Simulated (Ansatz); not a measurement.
## Geometry relaxation of FeS₂ (part 2 of 2)

The same run, continued: FeS₂ (Pnnm, 6 atoms in the cell); DFT PBE, scalar-relativistic, plane waves, PAW, no spin polarisation (Ansatz 0.2.0); cutoff 420 eV, 6×6×8 k-mesh, Gaussian smearing of 0.02 eV. The structure derives from an entry of the Crystallography Open Database.

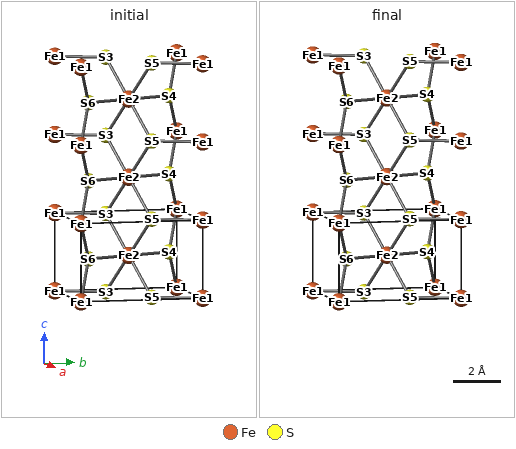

**Figure 1.** Before (left) and after (right) the relaxation, at one scale (ball-and-stick view of the cell of the calculation, repeated 1 × 1 × 3, seen slightly off an axis). After 4 geometry steps the energy has fallen by 8.7 meV per cell of the calculation. Largest force component: 0.18 eV/Å at the start, 0.00084 eV/Å at the end. The pressure goes from 1.29 to 0.00 GPa. The line search rejected the trial step at point 3 (counted from 0) and went back. The largest moves relative to the cell, 0.015 Å, are those of S3, S4, S5 and S6. Fe stays in place. The drawn cell changes as follows: a 4.440 → 4.439 Å (0.0 %), b 5.390 → 5.410 Å (+0.4 %), c 3.370 → 3.389 Å (+0.6 %); the volume changes by +0.9 %. Among the contacts that change: S3–S5 2.251 → 2.275 Å, Fe1–S3 2.213 → 2.227 Å. The space group stays Pnnm (No. 58). A last SCF at the same geometry on a re-selected plane-wave basis shifts the energy by −0.2 meV per cell of the calculation. (Atoms are counted from 1 in the order of the input.)

```
basis re-selected at this cell: Δ(F+E_penalty+E_count) = -1.946e-4 eV, ΔP = +0.002 GPa vs the last step (what re-selecting the basis moved, of the pressure what is left beyond the Pulay correction that the steps carried, after the strain that the cell walked since its last selection, with what the two solves' SCF thresholds leave and, on support functions, any second-order correction that the steps lacked; it is no measure of the basis error at this ecutwfc). This SCF's stress stands 2.38e-2 GPa from its target on what of the cell is left free (relax.cell.stress_tol is 5.00e-2 GPa) and its largest allowed force component is 8.40e-4 eV/Å (relax.f_tol is 5.00e-3 eV/Å): within both
SCF converged after 6 iterations
Free energy (F): -12572.414649 eV
Harris-Foulkes:  -12572.414649 eV  (|F-HF|=1.27e-11)
Internal energy: -12572.414649 eV  (E = F + TS)
E sigma→0 (E₀):  -12572.414649 eV
Fermi energy:    12.925745 eV
--- Per-component energies (eV) ---
  E_band       = -490.371423
  E_kinetic    = 1145.702282
  E_local      = -6171.642337  (includes V_loc(G=0)·N_el)
  E_nonlocal   = 540.383521
  E_hartree    = 2632.972565
  E_xc         = -629.958507
  E_vxc        = -661.697462  (∫ρ·V_xc dr)
  E_paw        = -5128.554169  (= ΣΔE_a)
  E_vpaw       = -609.064046  (= ΣTr[D̂ρ^β])
  E_aug_tail   = 0.001656  (compensation charges beyond the density's cutoff)
  E_ewald      = -4961.319660
  E_smearing   = -0.000000  (= −TS)
  E_closure    = -0.000000  (closes the sum)
  Σ components = -12572.414649   (vs F -12572.414649, Δ=0.00e0)
--- Forces (eV/Å), atoms counted from 1 ---
  atom   1  Fe    -0.00000000     0.00000000     0.00000000
  atom   2  Fe     0.00000000     0.00000000     0.00000000
  atom   3  S     -0.00084040    -0.00077303    -0.00000000
  atom   4  S      0.00084040    -0.00077303    -0.00000000
  atom   5  S      0.00084040     0.00077303     0.00000000
  atom   6  S     -0.00084040     0.00077303     0.00000000
  max |Σ_I F_I| component: 1.08e-19 eV/Å
--- Stress (GPa, compression-positive) ---
       -0.000021      -0.000000      -0.000000
       -0.000000      -0.023766       0.000000
       -0.000000       0.000000       0.020921
  P = ⅓ Tr σ = -0.0010 GPa (-0.010 kbar)
--- Band table (eV; the first three rows and the last of 80) ---
  k-point 0: bands = ["-74.0651", "-74.0649", "-40.2613", "-40.2603", "-40.1253", "-40.1251", "-40.0994", "-40.0985", "-4.1957", "-1.7850", "-0.0316", "0.6970", "4.8814", "6.3929", "6.9896", "7.5937", "8.4075", "8.4436", "8.7467", "8.9052", "9.2173", "11.0969", "11.1076", "11.3724", "11.5594", "11.7318", "11.7520", "12.0572", "13.5777", "13.9180", "15.1331", "15.6073", "15.8921", "16.1987"]
  k-point 1: bands = ["-74.0650", "-74.0649", "-40.2611", "-40.2602", "-40.1251", "-40.1249", "-40.1010", "-40.1001", "-4.0574", "-1.7700", "0.0329", "0.7093", "5.0423", "6.4114", "7.0395", "7.3445", "7.8514", "8.3678", "8.6644", "9.1720", "9.2662", "10.0678", "11.1154", "11.3834", "11.6132", "11.6659", "12.1800", "12.2037", "13.8036", "13.9752", "14.9562", "15.3898", "15.4524", "15.8722"]
  k-point 2: bands = ["-74.0648", "-74.0647", "-40.2608", "-40.2601", "-40.1246", "-40.1244", "-40.1049", "-40.1042", "-3.6641", "-1.7888", "0.2051", "0.7290", "5.4541", "6.1930", "7.0094", "7.0129", "7.3886", "8.1356", "8.3557", "8.9768", "8.9990", "9.8900", "10.9549", "11.2286", "11.5312", "11.5806", "12.3519", "12.4451", "14.0783", "14.0951", "14.1565", "14.9951", "15.0897", "15.3035"]
  k-point 79: bands = ["-74.0645", "-74.0645", "-40.2601", "-40.2601", "-40.1240", "-40.1240", "-40.1101", "-40.1101", "-1.9141", "-1.9141", "-0.1653", "-0.1653", "5.3103", "5.3103", "5.4698", "5.4698", "8.7151", "8.7151", "9.0547", "9.0547", "9.8458", "9.8458", "11.0838", "11.0838", "11.9143", "11.9143", "12.1231", "12.1231", "14.0403", "14.0403", "14.5893", "14.5893", "15.0269", "15.0269"]
--- Relaxed structure (5 steps of the walk, 4 accepted, 1 SCFs on fresh bases) ---
  F+E_penalty+E_count = -12572.41464881 eV   max|allowed force component| = 8.404e-4 eV/Å   (the final SCF, on the basis selected at the relaxed cell)
  cell:  # Å, volume = 81.3904 Å³
    - [4.438921266663156, 2.8110818186741448e-33, 4.453198920671912e-34]
    - [3.4125520276246934e-33, 5.409783386436824, 2.8157123667805947e-18]
    - [3.3800180996991762e-34, 1.7604732237570694e-18, 3.38934466171115]
  atoms:
    - { symbol: Fe, position: [1.3023449519345396e-19, -3.352511355861177e-20, 2.976523776562864e-37] }
    - { symbol: Fe, position: [0.49999999999999994, 0.5, 0.49999999999999994] }
    - { symbol: S, position: [0.20627364577186733, 0.3751842721615285, 1.636058500412009e-20] }
    - { symbol: S, position: [0.29372635422813265, 0.8751842721615283, 0.49999999999999994] }
    - { symbol: S, position: [0.7937263542281328, 0.6248157278384714, -1.6360585004120234e-20] }
    - { symbol: S, position: [0.7062736457718672, 0.1248157278384714, 0.49999999999999994] }
```

Trajectory as extended XYZ (Å, eV, eV/Å), 6 frames, from step=1 to step=6
```
6
Lattice="4.4400 0.0000 0.0000 0.0000 5.3900 0.0000 0.0000 0.0000 3.3700" Properties=species:S:1:pos:R:3:forces:R:3 step=1 energy=-12572.40575 pressure_GPa=1.29
Fe    0.0000    0.0000    0.0000    0.0000   0.0000   0.0000
Fe    2.2200    2.6950    1.6850    0.0000   0.0000   0.0000
S     0.9013    2.0213    0.0000    0.1794   0.0521   0.0000
S     1.3187    4.7162    1.6850   -0.1794   0.0521   0.0000
S     3.5387    3.3687    0.0000   -0.1794  -0.0521   0.0000
S     3.1213    0.6737    1.6850    0.1794  -0.0521   0.0000
6
Lattice="4.4232 0.0000 0.0000 0.0000 5.3934 0.0000 0.0000 0.0000 3.3990" Properties=species:S:1:pos:R:3:forces:R:3 step=2 energy=-12572.41172 pressure_GPa=0.49
Fe    0.0000    0.0000    0.0000    0.0000   0.0000   0.0000
Fe    2.2116    2.6967    1.6995    0.0000   0.0000   0.0000
S     0.9076    2.0256    0.0000    0.0766  -0.0088   0.0000
S     1.3040    4.7223    1.6995   -0.0766  -0.0088   0.0000
S     3.5155    3.3678    0.0000   -0.0766   0.0088   0.0000
S     3.1192    0.6711    1.6995    0.0766   0.0088   0.0000
6
Lattice="4.4345 0.0000 0.0000 0.0000 5.4083 0.0000 0.0000 0.0000 3.3925" Properties=species:S:1:pos:R:3:forces:R:3 step=3 energy=-12572.41411 pressure_GPa=-0.00
Fe    0.0000    0.0000    0.0000    0.0000   0.0000   0.0000
Fe    2.2173    2.7042    1.6963    0.0000   0.0000   0.0000
S     0.9118    2.0298    0.0000    0.0412  -0.0005   0.0000
S     1.3054    4.7340    1.6963   -0.0412  -0.0005   0.0000
S     3.5227    3.3786    0.0000   -0.0412   0.0005   0.0000
S     3.1291    0.6744    1.6963    0.0412   0.0005   0.0000
6
Lattice="4.4477 0.0000 0.0000 0.0000 5.4003 0.0000 0.0000 0.0000 3.3887" Properties=species:S:1:pos:R:3:forces:R:3 step=4 energy=-12572.41387 pressure_GPa=0.04 accepted=F
Fe    0.0000    0.0000    0.0000    0.0000   0.0000   0.0000
Fe    2.2238    2.7001    1.6943    0.0000   0.0000   0.0000
S     0.9192    2.0269    0.0000   -0.0228  -0.0123   0.0000
S     1.3047    4.7270    1.6943    0.0228  -0.0123   0.0000
S     3.5285    3.3734    0.0000    0.0228   0.0123   0.0000
S     3.1430    0.6733    1.6943   -0.0228   0.0123   0.0000
6
Lattice="4.4389 0.0000 0.0000 0.0000 5.4098 0.0000 0.0000 0.0000 3.3893" Properties=species:S:1:pos:R:3:forces:R:3 step=5 energy=-12572.41445 pressure_GPa=-0.00
Fe    0.0000    0.0000    0.0000    0.0000   0.0000   0.0000
Fe    2.2195    2.7049    1.6947    0.0000   0.0000   0.0000
S     0.9156    2.0297    0.0000   -0.0009  -0.0008   0.0000
S     1.3038    4.7346    1.6947    0.0009  -0.0008   0.0000
S     3.5233    3.3801    0.0000    0.0009   0.0008   0.0000
S     3.1351    0.6752    1.6947   -0.0009   0.0008   0.0000
6
Lattice="4.4389 0.0000 0.0000 0.0000 5.4098 0.0000 0.0000 0.0000 3.3893" Properties=species:S:1:pos:R:3:forces:R:3 step=6 energy=-12572.41465 pressure_GPa=-0.00
Fe    0.0000    0.0000    0.0000    0.0000   0.0000   0.0000
Fe    2.2195    2.7049    1.6947    0.0000   0.0000   0.0000
S     0.9156    2.0297    0.0000   -0.0008  -0.0008   0.0000
S     1.3038    4.7346    1.6947    0.0008  -0.0008   0.0000
S     3.5233    3.3801    0.0000    0.0008   0.0008   0.0000
S     3.1351    0.6752    1.6947   -0.0008   0.0008   0.0000
```

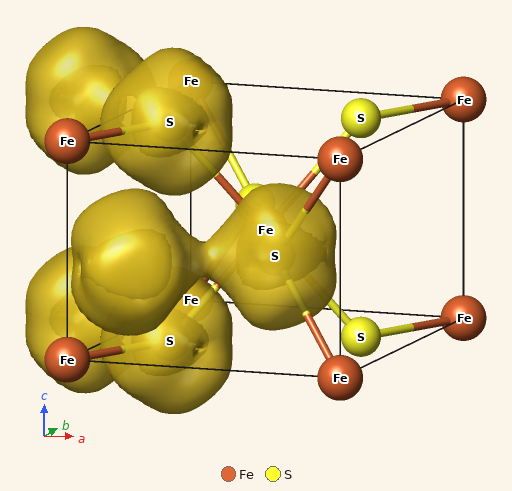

**Figure 2.** Isosurface of the ELF at 0.7 (yellow), seen slightly off an axis. Core shells and regions of very low density are left out. Sticks mark near contacts. The outline is the cell set on symmetry axes. The ELF exceeds this value in two regions between bonded S–S atoms (shared pairs), counted in one cell of 6 atoms. Profiles from the grid: Fe–S (2.23 Å): the ELF is about 0.50 at the midpoint. In a PAW calculation such maps are meaningful between the atoms, not at the nuclei.

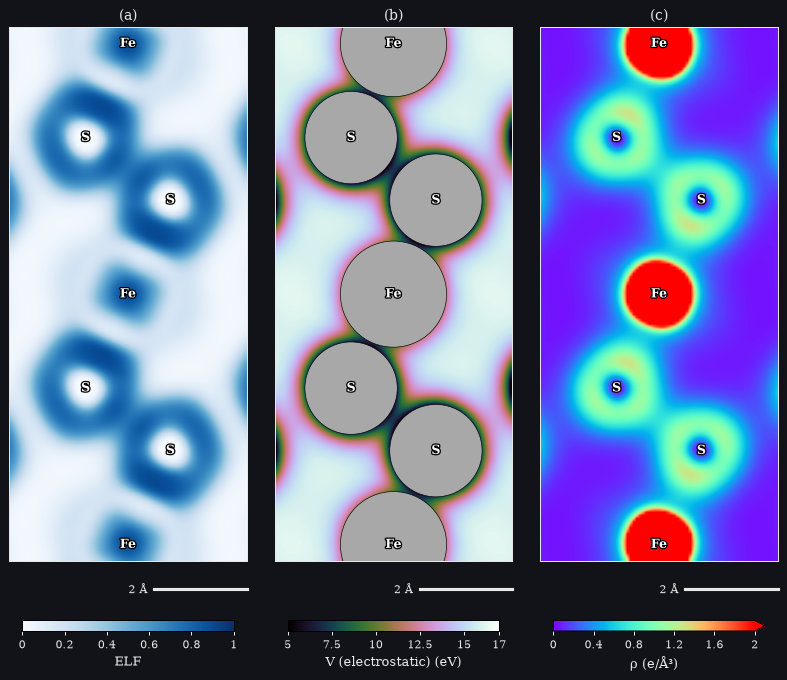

**Figure 3.** (a) ELF; (b) electrostatic potential (local pseudopotential plus Hartree) felt by an electron; (c) valence charge density (pseudo) on the (001) plane of the conventional cell. Grey discs, where drawn, cover atomic cores. The section cuts through Fe and S sites. Fe–S (2.23 Å): the density is about 0.65 e/Å³ at the midpoint; the ELF is about 0.50 at the midpoint. Away from the nuclei the density in this plane falls to 0.05 e/Å³ at its lowest. The strong features right at Fe lie inside the PAW spheres (semicore, d or f shells) and say nothing about bonding. Outside the cores the potential energy rises away from the atoms and is highest about 2.0 Å from the nearest atoms; outside the discs it spans about 11 eV, and its zero is arbitrary.

The run was set up as follows.

The input
```yaml
crystal:
  lattice:
    - [4.44, 0.0, 0.0]
    - [0.0, 5.39, 0.0]
    - [0.0, 0.0, 3.37]
  atoms:
    - { symbol: Fe, position: [0.0, 0.0, 0.0] }
    - { symbol: Fe, position: [0.5, 0.5, 0.5] }
    - { symbol: S, position: [0.203, 0.375, 0.0] }
    - { symbol: S, position: [0.297, 0.875, 0.5] }
    - { symbol: S, position: [0.797, 0.625, 0.0] }
    - { symbol: S, position: [0.703, 0.125, 0.5] }
basis:
  ecutwfc: 420
kpoints:
  mp_grid: { grid: [6, 6, 8] }
hamiltonian:
  xc: pbe
scf:
  occupations: { method: gaussian, width: 0.02 }
output:
  forces: true
  stress: true
  eigenvalues: true
  write_density: true
  write_potential: true
  elf: true
  volumetric_format: npy
relax:
  adjacent_minimum: "off"
  f_tol: 0.005
  max_steps: 80
  cell: { stress_tol: 0.05 }
```

Launched with:
```bash
ansatz run input.yaml --threads 2 --pin off --max-ram 5120MiB --backend cpu --events-out ev --progress --plain --runs-dir out
```

Results in brief

| quantity | value |
| --- | --- |
| outcome | converged |
| space group (tolerance 0.01 Å) | Pnnm (58) |
| electrons treated | 56 |
| free energy | −12572.4146 eV |
| Fermi energy | 12.926 eV |
| gap on the k-point mesh | 0.90 eV |
| pressure | 0.00 GPa |
| final volume | 81.39 Å³ |
| largest force (length of the vector) at the end | 0.001 eV/Å |
| final cell | a = 4.439 Å, b = 5.410 Å, c = 3.389 Å, α = 90.00°, β = 90.00°, γ = 90.00° |
| hardware | 2 threads of Arm Neoverse V2, 24 GiB of memory available, shared host |
| wall time | 38 s (CPU time 75 s) |
| peak memory | 0.47 GiB |
